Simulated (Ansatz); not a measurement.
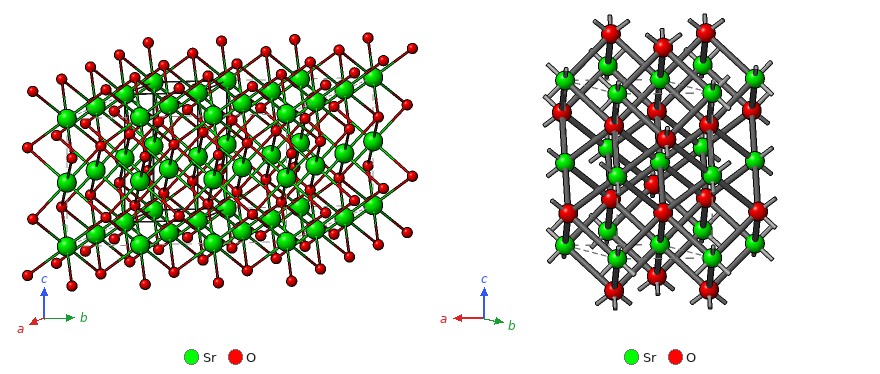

Left: the structure. Right: its underlying net. Nodes are coloured by element. Edges to nodes outside the piece are drawn as stubs.

SrO (space group P6_3/mmc, No. 194): the geometry relaxed at fixed volume with Ansatz 0.2.0, DFT PBEsol, scalar-relativistic, plane waves, PAW; the starting structure was generated, so it need not be a known form of this composition.

Bonds are taken as O–Sr below 2.8 Å; no other contact counts. Atoms with one bond or none are removed and atoms with two bonds are replaced by edges, until no such atom is left.

The result is a binodal (6,6)-connected, three-periodic net: O is a 6-connected node; Sr is a 6-connected node, in the ratio 1:1. It is the nia net, known from NiAs. It is a single net, without interpenetration.

```json
{"node": "O", "links": "6", "point symbol": "4^9.6^6", "coordination sequence": "6 18 42 74 114 162"}
{"node": "Sr", "links": "6", "point symbol": "4^12.6^3", "coordination sequence": "6 20 42 74 114 164"}
```
